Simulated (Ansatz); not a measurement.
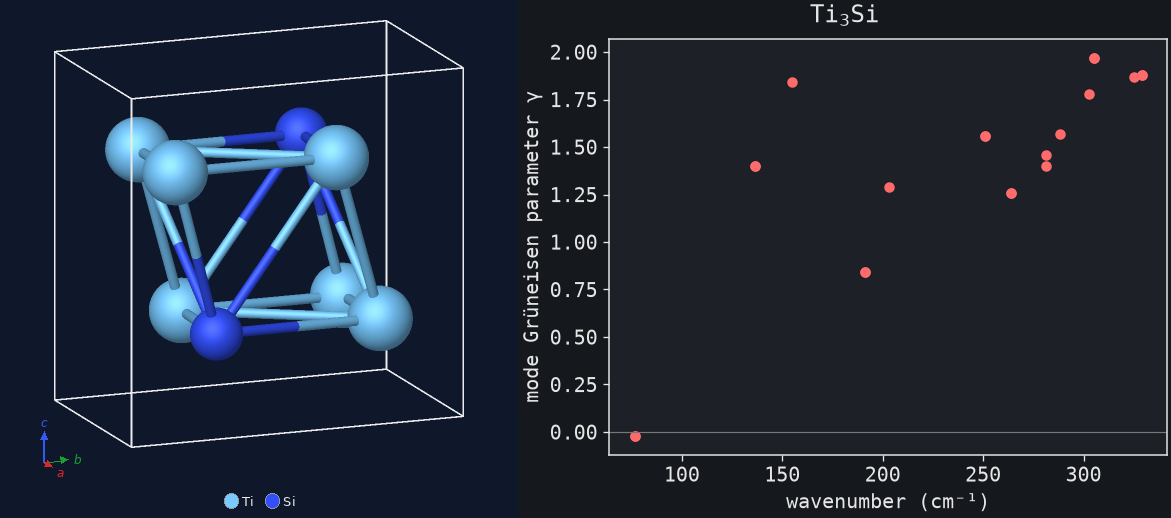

Plotted: mode Grüneisen parameters against frequency for Ti₃Si, space group P6_3/mmc (No. 194). The cell is drawn beside the plot.

The given structure:
```xyz
8
Lattice="5.5158 0.0000 0.0000 -2.7579 4.7769 0.0000 0.0000 0.0000 4.4525" Properties=species:S:1:pos:R:3 pbc="T T T"
Ti    1.4178    0.8186    3.3393
Ti    4.0980    0.8186    3.3393
Ti    2.7579    3.1397    3.3393
Ti    1.3401    3.9583    1.1131
Ti   -1.3401    3.9583    1.1131
Ti    0.0000    1.6372    1.1131
Si    0.0000    3.1846    3.3393
Si    2.7579    1.5923    1.1131
```

Computed with Ansatz 0.2.0: mode Grüneisen parameters, minus d ln(frequency) over d ln(volume), from cells at 0.98 and 1.02 times the rest volume with shape and atoms relaxed, modes matched by rank; plane waves with PAW datasets, Γ-centred k mesh. Level: LDA, no spin polarisation.

| setting | value |
| --- | --- |
| wave cutoff | 420 eV |
| k mesh | 6×6×8 |
| occupations | Fermi–Dirac |
| smearing width | 0.15 eV |
| phonon method | linear response |
| q mesh | 1×1×1 |

Q: What range do the mode Grüneisen parameters cover, and does any mode soften under pressure?

A: They run from −0.02 to 1.97.

Caveats: bands taken in; metal sensitive to the k mesh.
